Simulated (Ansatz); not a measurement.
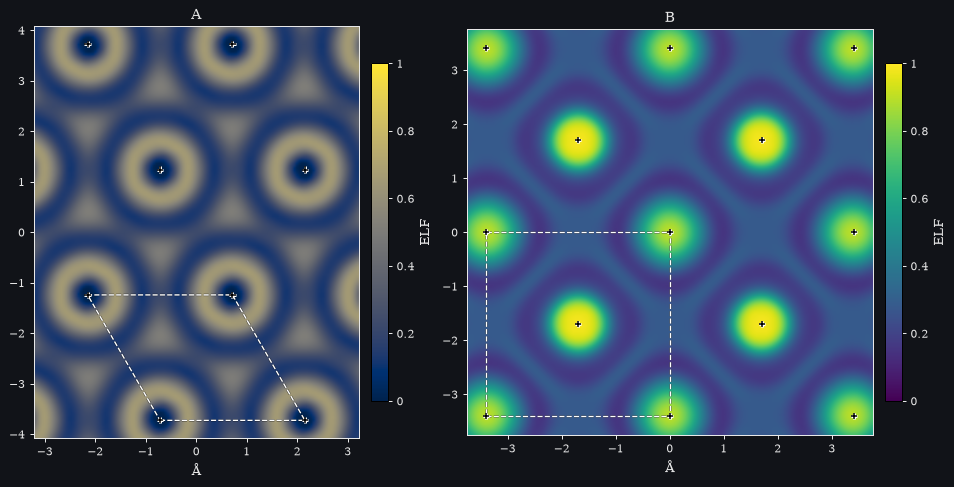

The electron localisation function of 2 systems, each on a plane through atoms (crosses mark nuclei in the plane).

Theory: Ansatz 0.2.0, DFT PBEsol, scalar-relativistic, plane waves, PAW.

System 1: Ti, the (001) plane of the conventional cell. Space group P-3m1; not relaxed (largest force 0.4 eV/Å); computed without spin polarisation.

```cif
data_structure
_symmetry_space_group_name_H-M 'P 1'
_symmetry_Int_Tables_number 1
_cell_length_a 2.8679
_cell_length_b 2.8679
_cell_length_c 14.2998
_cell_angle_alpha 90.000
_cell_angle_beta 90.000
_cell_angle_gamma 120.000
_cell_volume 101.86
loop_
_atom_site_label
_atom_site_type_symbol
_atom_site_fract_x
_atom_site_fract_y
_atom_site_fract_z
_atom_site_occupancy
Ti1 Ti 0.66667 0.33333 0.59062 1
Ti2 Ti 0.33333 0.66667 0.40938 1
Ti3 Ti 0.00000 0.00000 0.75437 1
Ti4 Ti 0.66667 0.33333 0.08188 1
Ti5 Ti 0.33333 0.66667 0.91812 1
Ti6 Ti 0.00000 0.00000 0.24563 1
```

System 2: FeCo3, the (100) plane of the conventional cell. Space group Pm-3m; a structure from a database of computed crystals, not necessarily the ambient phase; computed without spin polarisation.

```
Fe Co
1.0
     3.40525    0.00000    0.00000
     0.00000    3.40525    0.00000
     0.00000    0.00000    3.40525
Fe Co
1 3
Direct
  0.00000 0.00000 0.00000
  0.50000 0.50000 0.00000
  0.50000 0.00000 0.50000
  0.00000 0.50000 0.50000
```

Match each panel to its system.

Answer. Panel A is system 1, Ti: the plane holds Ti. Ti–Ti (2.87 Å): the ELF is about 0.25 at the midpoint (no shared electron pair shows on this line). Panel B is system 2, FeCo3: the plane holds Fe and Co. Fe–Co (2.41 Å): the ELF is about 0.30 at the midpoint: no shared electron pair shows on this line.
